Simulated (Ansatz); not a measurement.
# Gallium, alpha-Ga (Cmce): revPBE0 after revPBE

How do the levels change when part of the exchange is made exact, and what does it cost? Spin polarisation is left out. The geometry was relaxed under revPBE beforehand and is kept. Exact exchange is dear, so the k-mesh is coarse, and revPBE is run on the same mesh for comparison.

Program: Ansatz 0.2.0. Level of theory: DFT, plane waves (420 eV) with PBE-made PAW files, scalar-relativistic; functionals as named at each step. These are calculated values, not measurements.

**1. The structure to begin with**

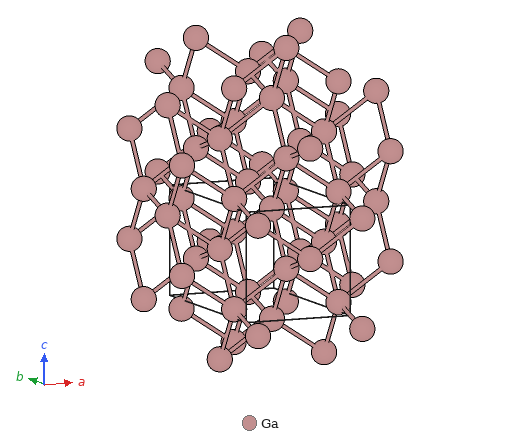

Start, viewed slightly off an axis; gallium pink. 1×1×2 conventional cells are drawn; the run uses a primitive one. Any atoms on the faces are drawn again on the opposite ones, and bonded neighbours outside are added.

Coordinates:

```cif
data_structure
_symmetry_space_group_name_H-M 'Cmce'
_symmetry_Int_Tables_number 64
_cell_length_a 4.6709
_cell_length_b 7.8182
_cell_length_c 4.5856
_cell_angle_alpha 90.000
_cell_angle_beta 90.000
_cell_angle_gamma 90.000
_cell_volume 167.46
loop_
_atom_site_label
_atom_site_type_symbol
_atom_site_symmetry_multiplicity
_atom_site_Wyckoff_symbol
_atom_site_fract_x
_atom_site_fract_y
_atom_site_fract_z
_atom_site_occupancy
Ga1 Ga 8 f 0.50000 0.65606 0.08268 1
```

**2. revPBE on the coarse mesh**

The run with revPBE.

The input, input.yaml:

```yaml
crystal:
  lattice:
    - [2.3354746873, -3.9090875273, 0.0]
    - [2.3354746873, 3.9090875273, 0.0]
    - [0.0, 0.0, 4.5855970159]
  atoms:
    - { symbol: Ga, position: [0.8439416658, 0.1560583342, 0.0826813058] }
    - { symbol: Ga, position: [0.6560583342, 0.3439416658, 0.5826813058] }
    - { symbol: Ga, position: [0.1560583342, 0.8439416658, 0.9173186942] }
    - { symbol: Ga, position: [0.3439416658, 0.6560583342, 0.4173186942] }
hamiltonian:
  xc: revpbe
  pseudopotentials:
    kind: paw
    azcp:
      Ga: "pseudopotentials/Ga.paw.azcp"
basis:
  ecutwfc: 420
  fft_grid_basis: typed
kpoints:
  mp_grid: { grid: [4, 4, 4], shift: [0, 0, 0] }
magnetization:
  spin_polarized: false
scf:
  occupations: { method: fermi_dirac, width: 0.1 }
```

Log, cut to the lines that bear on the results:

```text
Warning: RAYON_NUM_THREADS=4 ignored (pool sized by the plan → 4); use --threads N
[...]
Pseudopotentials: kind: paw
Pseudopotential: Ga, paw, valence charge 13, recommended cutoff 420 eV (normal), <dir>
Functional definition: revPBE
[...]
Crystal: 4 atoms, lattice volume = 83.729 Å³
Basis set: ecut = 420 eV, 1645 PW (Γ)
Bands: 30, of which v1, the nominal top of the filled ones, is band 26 counted from 1 (25 counted from 0)
Symmetry: 8 space group operations
Space group: Cmce (ITA 64), of the structure as read, at distance tolerance 4.4e-5 Å
k-points: 21 of 64
[...]
SCF iter   1: F=—  HF=-15148.109174 eV  |F-HF|=—  |Δ(HF+E_count)|=         —  Δρ=2.69e-3  dr2=2.86e-3  ethr=1.77e-3  ⟨swp⟩=5.5  Hψ=2285  notcnv=0
[...]
SCF iter   7: F=-15148.106516 eV  HF=-15148.106516 eV  |F-HF|=2.39e-8  |Δ(HF+E_count)|=   9.80e-8  Δρ=6.30e-6  dr2=5.30e-8  ethr=1.92e-10  ⟨swp⟩=1.1  Hψ=1892  notcnv=0
[...]
SCF converged after 7 iterations
Free energy (F): -15148.106516 eV
[...]
E sigma→0 (E₀):  -15148.091576 eV
Entropy (-TS):   -0.029880 eV (-7.470 meV/atom)
Fermi energy:    8.287775 eV
[...]
```

Wall time 0.44 s (4 threads of an x86-64 CPU, shared host); peak memory 0.48 GiB.

**3. revPBE0 on the coarse mesh**

The run with revPBE0.

input.yaml, as its differences from that of step 2:

```diff
@@ -11,3 +11,3 @@
 hamiltonian:
-  xc: revpbe
+  xc: revpbe0
   pseudopotentials:
```

Log, cut to the lines that bear on the results:

```text
Warning: RAYON_NUM_THREADS=4 ignored (pool sized by the plan → 4); use --threads N
[...]
[... 2 set-up lines as earlier in the session ...]
Functional definition: revPBE0
[...]
Crystal: 4 atoms, lattice volume = 83.729 Å³
Basis set: ecut = 420 eV, 1645 PW (Γ)
Bands: 32, of which v1, the nominal top of the filled ones, is band 26 counted from 1 (25 counted from 0)
[... 2 set-up lines as earlier in the session ...]
k-points: 21 of 64
[...]
SCF iter   1: F=—  HF=-15148.110154 eV  |F-HF|=—  |Δ(HF+E_count)|=         —  Δρ=2.78e-3  dr2=2.97e-3  ethr=1.77e-3  ⟨swp⟩=5.9  Hψ=2550  notcnv=0
[...]
Frozen-core exchange: fock
[...]
hybrid outer 1: dexx = +2.485e-2 eV, tail = 2.48e-2 eV
Frozen-core exchange: fock
[...]
SCF 3 stopped early in 4 iterations: F = -15145.871215 eV  dr2 = 4.34e-4
[...]
Frozen-core exchange: fock
[...]
SCF iter   2: F=-15145.872549 eV  HF=-15145.872549 eV  |F-HF|=8.59e-9  |Δ(HF+E_count)|=   1.33e-8  Δρ=3.09e-6  dr2=8.94e-9  ethr=4.69e-11  ⟨swp⟩=4.1  Hψ=2374  notcnv=0  defer=1
[...]
hybrid outer 4: dexx = +5.525e-8 eV, tail = 3.11e-8 eV, Δε = 1.40e-3 eV (about 7.01e-4 eV left of the loop's levels)
hybrid SCF converged: 4 outer / 22 inner (+10 warm-up), last move |dexx| = 5.53e-8 eV, tail = 3.11e-8 eV
Stability not checked: this state was not tested for a lower state beside it, because the functional holds exact exchange (a hybrid, or Hartree-Fock), whose exchange loop this test does not read (fock_operator; see scf.lower_state_search)
Free energy (F): -15145.872549 eV
Frozen-core exchange: fock
[...]
E sigma→0 (E₀):  -15145.867991 eV
Entropy (-TS):   -0.009115 eV (-2.279 meV/atom)
Fermi energy:    8.139898 eV
[...]
--- Band table (eV; the first three rows and the last of 21) ---
[...]
  guard bands above this table: 3 of the run's 32 bands. The solve was not asked for them (output.publish_guard_bands: true or output.eigenvalues: true publishes all)
```

Wall time 8.6 s (4 threads of an x86-64 CPU, shared host); peak memory 1.7 GiB.

**4. The functionals compared**

```
functional               gap on the mesh  Fermi energy (eV)  SCF cycles  exchange loops  CPU time
    revPBE  none (levels filled in part)              8.288           7               -     1.1 s
   revPBE0  none (levels filled in part)              8.140          32               4      29 s
```

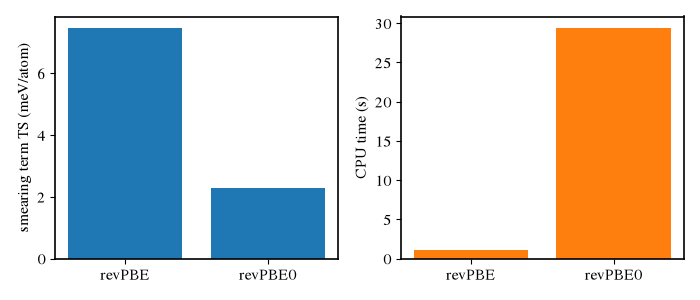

Smearing term and CPU time by functional.

**5. Summary of results**

| quantity | value |
| --- | --- |
| revPBE: gap | none (levels filled in part) |
| revPBE0: gap | none (levels filled in part) |
| revPBE0: SCF cycles, exchange loops | 32, 4 |
| revPBE0: CPU time over that of revPBE | 26 |

In words: Both revPBE and revPBE0 leave levels filled in part. The hybrid took 26 times as much CPU time as revPBE on the same settings. The exchange operator of revPBE0 was renewed in 4 outer loops. The cell taken over is 7 % larger than the measured one (19.59 Å³/atom, COD). The total energies in the logs cannot be compared from one functional to another.
